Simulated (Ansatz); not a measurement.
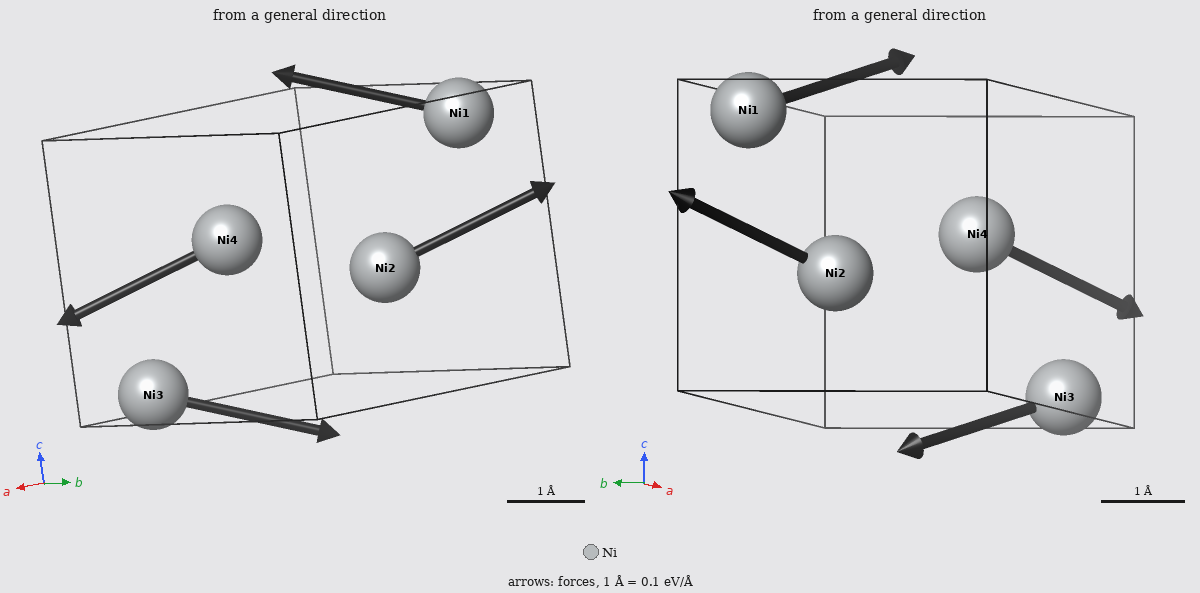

Drawn in the spheres-only manner and seen from two general directions. The wireframe shows the simulation cell. The arrows are the computed forces on the atoms.

System: Ni. The calculation used DFT, PAW plane waves, PBE0 (Ansatz), with a basis cut at 420 eV, 3×3×3 k-mesh, Fermi-Dirac smearing of 0.1 eV, no spin polarisation (a spin-restricted run, not always the ground state).

### Are the atoms in equilibrium?

No. The atoms still feel forces of up to about 0.21 eV/Å, far above a usual threshold of 0.01 to 0.03 eV/Å.

### Find the atom with the largest force.

All Ni atoms, about 0.21 eV/Å.

About the cell: it is a generated cell, made by putting these elements into a known structure type (the compound may or may not exist in this form), and it is unrelaxed. A calculation with Ansatz used it as input.
